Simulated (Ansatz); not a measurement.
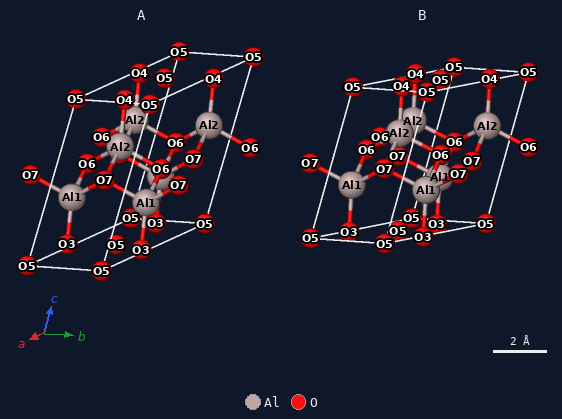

Two geometries of solid Al₂O₅ (a generated structure, set up in C2/m), drawn at one scale. One is the start of a relaxation, the other its converged end. Style: ball-and-stick. Shown: the conventional cell (2 times the calculation's cell), slightly off an axis. Lengths and directions refer to the drawn axes.

Method: DFT PBE, scalar-relativistic, plane waves, PAW (Ansatz). Settings: plane-wave cutoff 420 eV; k-point mesh 10 × 10 × 6; occupations gaussian; smearing width 0.02 eV; no spin polarisation; cell and atoms relaxed; force threshold 0.005 eV/Å; at most 80 steps.

Which of the two is the end point?

Structure B is the relaxed one. The largest moves relative to the cell, 0.16 Å, are those of O3 and O4. O3 goes along [−1 0 −3]. By element the largest moves are O 0.16 Å, Al 0.10 Å. The drawn cell changes as follows: a 10.739 → 10.559 Å (−1.7 %), b 3.019 → 3.020 Å (0.0 %), c 7.497 → 6.715 Å (−10.4 %), β 132.2° → 125.4°; the volume changes by −3.1 %. Near-neighbour distances that change, for instance: Al1–O3 1.791 → 1.783 Å, Al1–O7 1.778 → 1.772 Å. Bond angles that change, for instance: O3–Al1–O6 138.7° → 134.2°. The space group stays C2/m (No. 12). The energy falls by 26.5 meV per cell of the calculation in 21 accepted moves (29 points after the start). Largest force component: 0.046 eV/Å at the start, 0.003 eV/Å at the end. The pressure goes from 0.02 to 0.00 GPa. The line search rejected the trial step at point 6 of the run. The SCF was repeated 7 times at an unchanged geometry on a basis and grid sized afresh for the cell, which shifted the energy by 4.2 meV per cell of the calculation at most.

Limits of the set-up: layers or molecules are held without a dispersion correction, so their spacing is unreliable.
